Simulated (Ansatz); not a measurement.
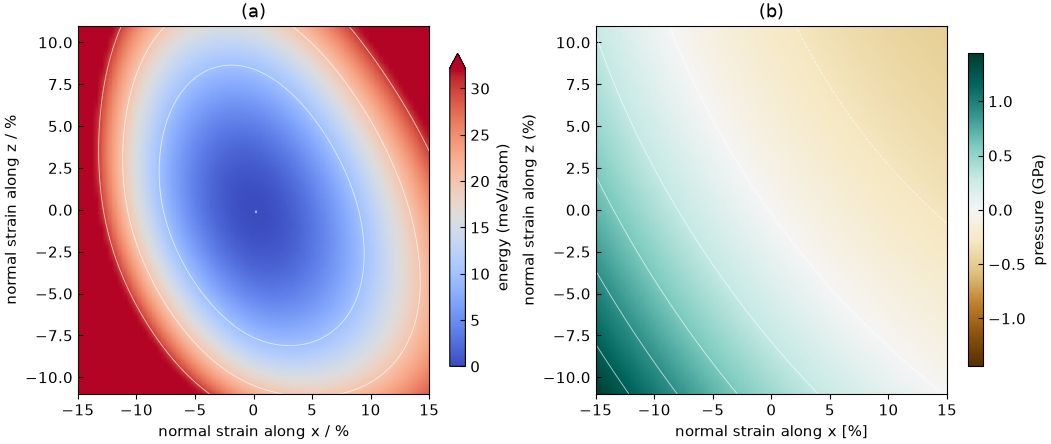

Rb (Cmcm, No. 63; 2 atoms in the cell). The energy is mapped over two homogeneous strains (x along [1 0 0], y along [0 1 0], z along [0 0 1] of the conventional cell). First axis: normal strain along x. Second axis: normal strain along z. Nothing is relaxed (fractional coordinates fixed). Grid: 5 × 5 points. Points are written as (first, second). Energies: meV/atom, counted from the lowest grid point. These are results of DFT PBE+D3(BJ), scalar-relativistic, plane waves, PAW in Ansatz 0.2.0, not measurements. Settings: cutoff 420 eV, k-mesh 10×10×6 in the order of the run's cell vectors, gaussian smearing 0.15 eV, no spin polarisation.

Panel (a) is the energy and panel (b) the computed pressure on the same grid.

Drawn: a smooth colour map with a few white contour lines, one colour for all values above the top of the scale. Between grid points the surface is interpolated.

How does the pressure vary over the map, and what is it at the lowest grid point?

Answer. It runs from −0.47 GPa at (15.0 %, 11.0 %) to 1.44 GPa at (−15.0 %, −11.0 %). At the lowest grid point, (0.0 %, 0.0 %), it is −0.01 GPa.
